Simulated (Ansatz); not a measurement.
System: Mo, space group Im-3m (No. 229).

Structure:
```yaml
crystal:
  lattice:
    - [-1.58381, 1.58381, 1.58381]
    - [1.58381, -1.58381, 1.58381]
    - [1.58381, 1.58381, -1.58381]
  atoms:
    - { symbol: Mo, position: [0.00000, 0.00000, 0.00000] }
```

Computed with Ansatz 0.2.0: all-electron LAPW DFT, no spin polarisation; energies at scaled volumes of the given cell, shape and fractions fixed, counted from the fit's minimum, third-order Birch-Murnaghan fit. Level: LDA.

```tsv
setting	value
k mesh	12×12×12
occupations	Fermi–Dirac
smearing width	0.05 eV
potentials	all electron LAPW, scalar relativistic
program settings	basis error eV/atom 0.001
```

What does the calculation give for the energy against volume? The volume takes the values 14.94, 15.26, 15.57, 15.89, 16.21, 16.53, 16.85 Å³/atom.

A third-order Birch–Murnaghan fit gives V0 = 15.06 Å³/atom, B0 = 296 GPa and B′ = 4.3. The energy rises from 1 meV/atom at volume 14.94 Å³/atom to 160 meV/atom at 16.85 Å³/atom.

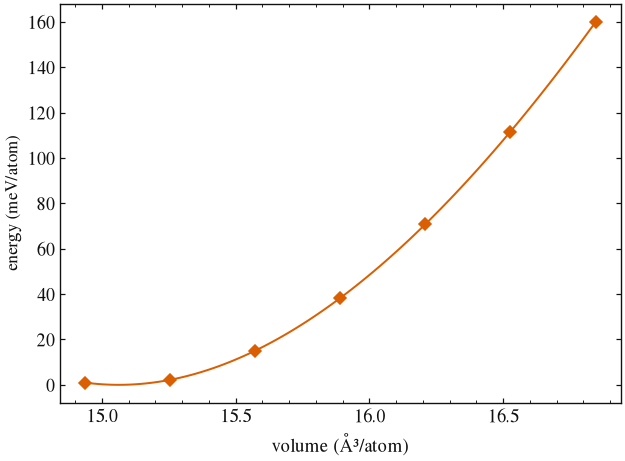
